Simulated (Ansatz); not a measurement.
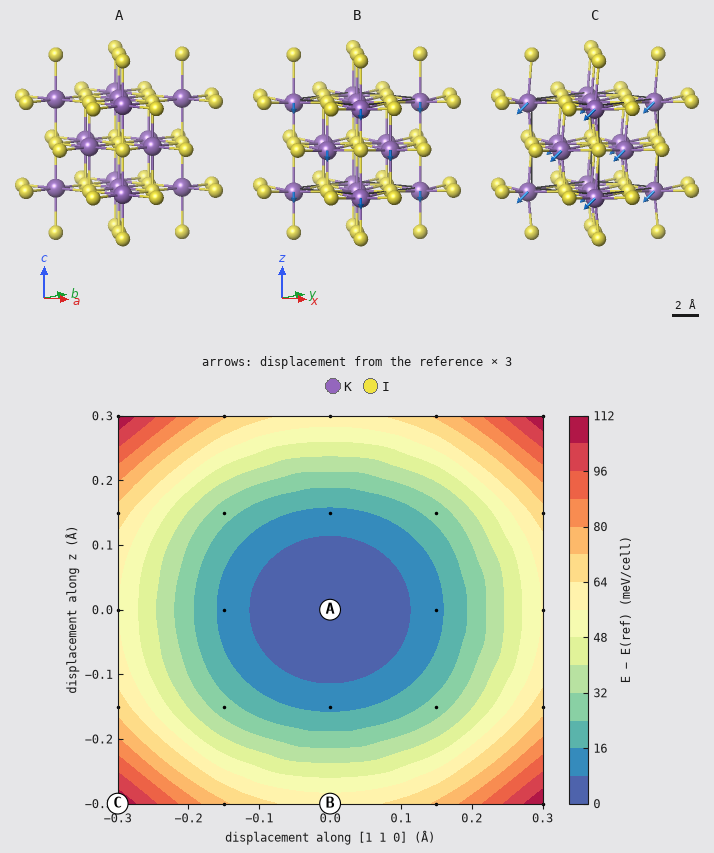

A crystal of KI (Fm-3m): the K atom (one in each cell of 2 atoms) is moved over the plane of the Cartesian directions [1 1 0] and z, all else fixed. The map is interpolated between the computed points (dots). The lettered frames are marked on it. A ball-and-stick model of the conventional cell (4 times the calculation's cell), seen nearly along the normal of the scanned plane. Blue arrows: displacements from the reference. Lengths and directions refer to the drawn axes.

These are results of DFT r2SCAN, scalar-relativistic, plane waves, PAW (Ansatz 0.2.0), not measurements. Set-up: plane-wave cutoff 500 eV; k-point mesh 6 × 6 × 6; occupations gaussian; smearing width 0.05 eV; no spin polarisation. Energies (free energies at the smearing named) are counted from the cell as listed in its source, which wasn't relaxed.

Q: Where is the lowest point of the map, and what else does it tell?

A: In pairs of (displacement along [1 1 0] (Å); displacement along z (Å)): the lowest computed point lies at (0.00, 0.00) (0.0 meV/cell), the highest at (−0.30, −0.30), (0.30, 0.30), (0.30, −0.30), (−0.30, 0.30) (110.5 meV/cell).  Over the ranges scanned the energy rises by about as much along both axes. The frames lie at A (0.00, 0.00): 0.0 meV/cell, B (0.00, −0.30): 61.2 meV/cell, C (−0.30, −0.30): 110.5 meV/cell.

The computed points:

Rows: displacement along [1 1 0] (Å); columns: displacement along z (Å); values in meV/cell.

```
       −0.30  −0.15  0.00  0.15   0.30
−0.30  110.5   68.6  56.2  68.6  110.5
−0.15   73.3   27.4  13.8  27.4   73.3
 0.00   61.2   14.1   0.0  14.1   61.2
 0.15   73.3   27.4  13.8  27.4   73.3
 0.30  110.5   68.6  56.2  68.6  110.5
```
